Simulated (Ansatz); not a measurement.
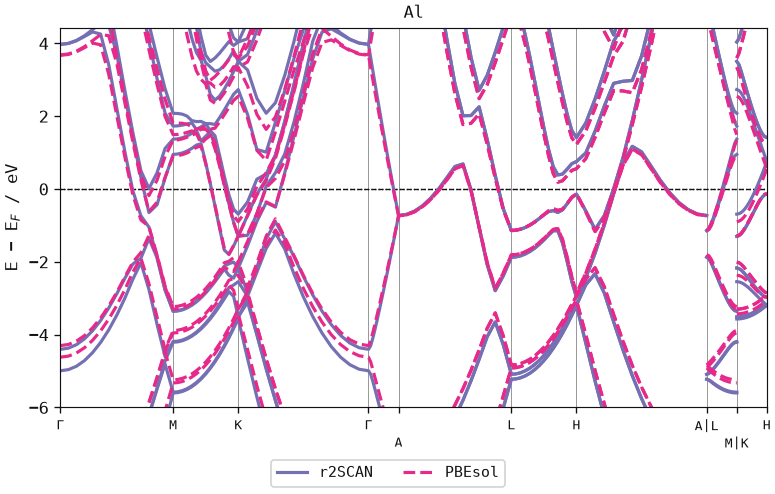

Band structures of Al, space group P6_3/mmc, 4 atoms in the cell (a = 2.827 Å, c = 9.186 Å (hexagonal axes)), by two methods on the same cell. Each is counted from its own Fermi level.

How do the methods compare?

Both give a metal. Levels within 1 eV of the Fermi level in either run differ by 0.07 eV on average and by 0.23 eV at most (between K and Γ). Filled levels 1 to 5 eV under it lie 0.17 eV deeper on average in r2SCAN than in PBEsol.

Settings. r2SCAN: Ansatz PAW, no spin polarisation, no spin-orbit coupling, 6×6×2 k mesh, 500 eV cutoff, Fermi-Dirac smearing of 0.05 eV (Ansatz 0.2.0). PBEsol: Ansatz PAW, no spin polarisation, no spin-orbit coupling, 6×6×2 k mesh, 420 eV cutoff, Fermi-Dirac smearing of 0.05 eV (Ansatz 0.2.0).

Bands are joined in order of energy. The k mesh is coarse, so the values aren't converged. The PAW data sets were made with another functional. This isn't the form of Al at room conditions, which is fcc.
